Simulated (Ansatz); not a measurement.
System: zincblende AlP, space group F-43m, 2 atoms in the primitive cell; at the first point, cubic a = 5.470 Å, relaxed at zero pressure beforehand. The cell is squeezed uniformly and kept in this structure, whether or not it stays the stable one. Level of theory: PBEsol, all-electron LAPW, no spin polarisation, no spin-orbit coupling, 14×14×14 k mesh, Fermi-Dirac smearing of 0.1 eV; code Ansatz 0.2.0.

> How will the gap change from 0 GPa to 164 GPa?

The gap falls from 1.45 eV at 0 GPa to 0.61 eV at 54 GPa and closes on the mesh between 54 GPa and 164 GPa.

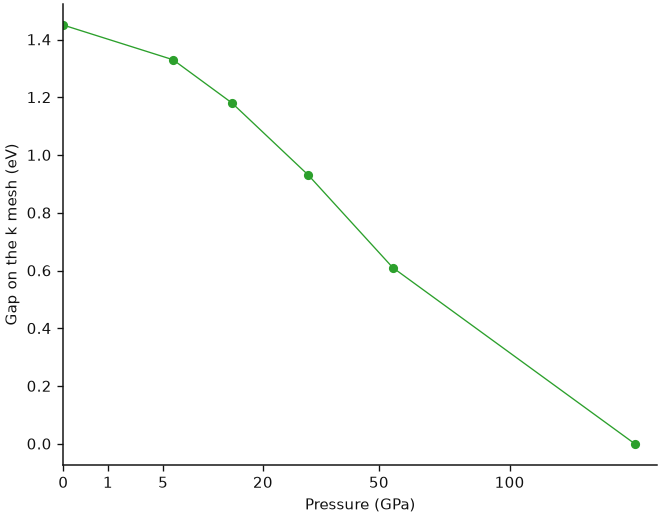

Smallest gap on the k mesh (the pressure axis goes as the square root).

| pressure | gap (eV) | V/V0 |
| --- | --- | --- |
| 0 GPa | 1.45 | 1.00 |
| 6 GPa | 1.33 | 0.94 |
| 14 GPa | 1.18 | 0.88 |
| 30 GPa | 0.93 | 0.80 |
| 54 GPa | 0.61 | 0.72 |
| 164 GPa | none | 0.55 |

LDA, GGA and most meta-GGA functionals understate gaps.
